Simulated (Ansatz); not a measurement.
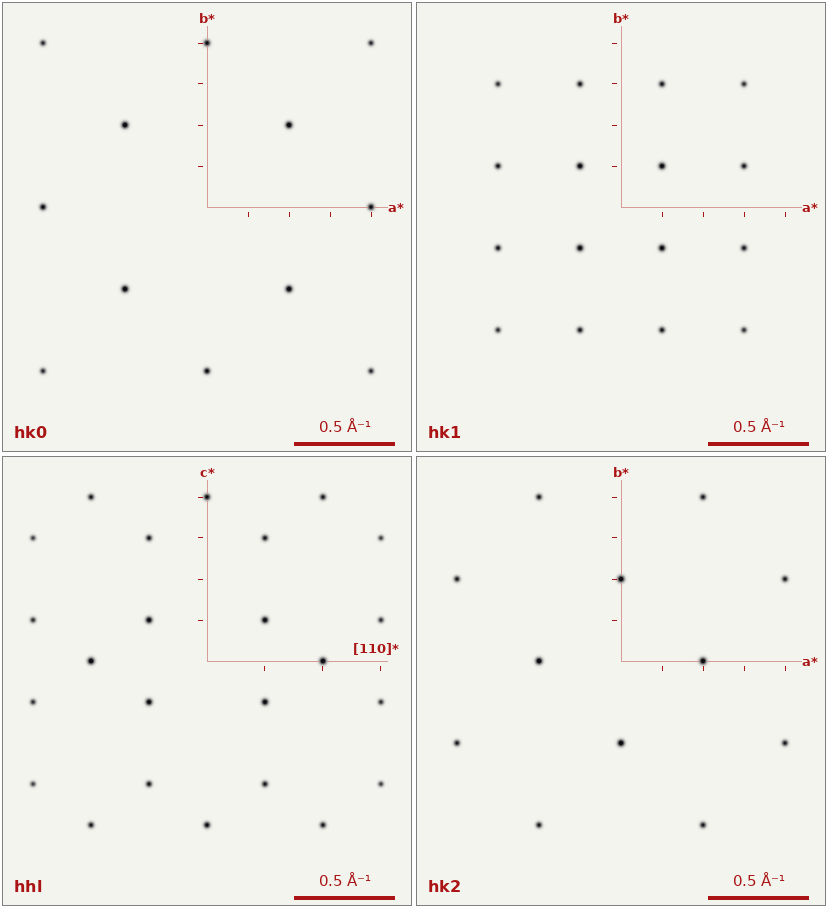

Simulated precession-type sections (X-rays; kinematic intensities, B = 0.5 Å²). The ticks mark integer indices of the conventional cell.

**Read the reciprocal cell and give the direct cell.**

a* = 0.207, b* = 0.207, c* = 0.207 Å⁻¹; the cell is cubic with a = 4.83 Å.

**Which reflection conditions do the layers show?**

Reflections are present only under these conditions. hkl: h + k = 2n, h + l = 2n; hk0: h = 2n, h + k = 4n; hhl: h + l = 2n; h00: h = 4n. The lattice is face-centred (F). Further gaps, such as 2 2 2, 4 4 2, come from atoms on special positions, not from the group's general conditions.

**Which space groups fit?**

The intensities have Laue symmetry m-3m (the hk0 layer shows 4mm, hk1 shows 4mm). With these conditions only Fd-3m (No. 227) fits. The compound is Mn. Structure: coordinates from a relaxation with DFT, LDA (PW92), plane waves (420 eV) with PAW, scalar-relativistic in Ansatz 0.2.0; the starting structure was generated, so it need not be a known form of this composition.
